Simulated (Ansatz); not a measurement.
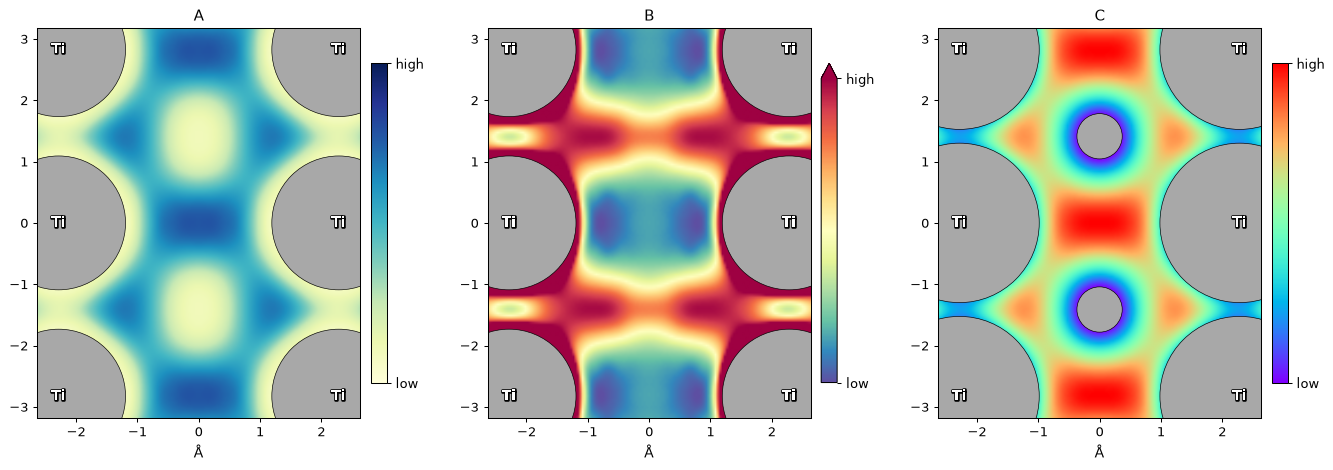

Ti: 3 fields on the (001) plane of the conventional cell, with unlabelled colour scales. Grey discs cover the atomic cores.

Space group Pmma; a structure from a database of computed crystals, not necessarily the ambient phase; not relaxed (largest force 1.6 eV/Å); computed without spin polarisation.

Computed with Ansatz 0.2.0, DFT r2SCAN, scalar-relativistic, plane waves, PAW.

```
CELL_PARAMETERS angstrom
4.56802 0.00000 0.00000
0.00000 0.00000 2.82456
0.00000 -7.91205 0.00000
ATOMIC_POSITIONS crystal
Ti 0.25000 0.00000 0.22630
Ti 0.75000 0.00000 0.77370
Ti 0.75000 0.50000 0.40210
Ti 0.25000 0.50000 0.93124
Ti 0.25000 0.50000 0.59790
Ti 0.75000 0.50000 0.06876
```

> The panels show electron localisation function, electrostatic potential energy of an electron and valence pseudo-density in some order. Assign them.

Panel A: electron localisation function. Panel B: valence pseudo-density. Panel C: electrostatic potential energy of an electron (low next to the atoms, rising into the space between them). From the grid: Ti–Ti (2.82 Å): ρ is about 0.19 e/Å³ halfway; the ELF is about 0.15 at the midpoint (no shared electron pair shows on this line).
